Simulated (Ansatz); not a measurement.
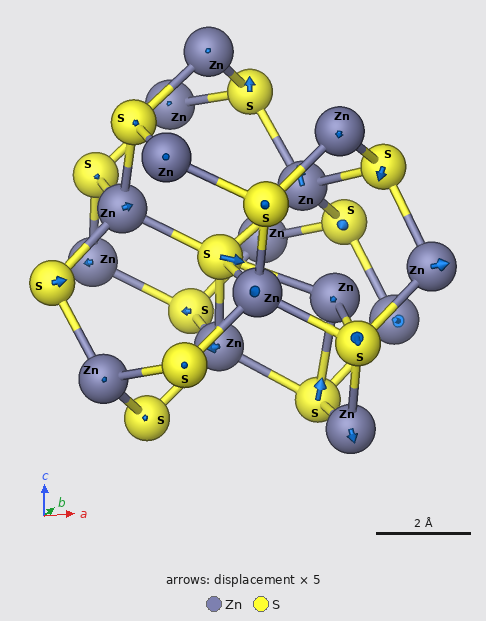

This is a relaxation of a defect cell of composition Zn$_{25}$S$_{24}$ (cell charge +1). The starting structure is drawn; blue arrows show the displacements, 5 times their true length.

Style: ball-and-stick. Shown: the atoms within 5.0 Å of the atom that moves most (axes of the cell of the calculation), slightly off an axis.

Case: Zn interstitial, charge +1, atoms relaxed at the host's cell.

All numbers below come from DFT PBE, scalar-relativistic, plane waves, PAW in Ansatz. (plane-wave cutoff 420 eV; k-point mesh 2 × 2 × 2; occupations gaussian; smearing width 0.01 eV; mesh shifted by (0.5, 0.5, 0.5); collinear spin; atoms relaxed in a fixed cell; force threshold 0.025 eV/Å; at most 45 steps)

> Describe the change and its energy.

The largest moves, 0.11 Å, are those of S atoms. By element the largest moves are S 0.11 Å, Zn 0.09 Å. The lattice vectors keep their values. Among the contacts that change: S–Zn 2.616 → 2.494 Å, S–Zn 2.340 → 2.411 Å, S–Zn 2.334 → 2.304 Å, S–Zn 2.343 → 2.321 Å. Bond angles that change, for instance: S–Zn–S 114.8° → 107.2°, Zn–S–Zn 60.3° → 65.2°, S–Zn–S 112.0° → 107.7°. After 4 geometry steps the energy has fallen by 0.302 eV per cell of the calculation. The largest force component goes from 0.84 to 0.0043 eV/Å. The run took 10 min on 4 threads of Arm Neoverse V1, with other jobs on the host, peak memory 4.5 GiB.

Limits of the set-up: the cell is charged, on a uniform background, and energies carry no finite-size correction.
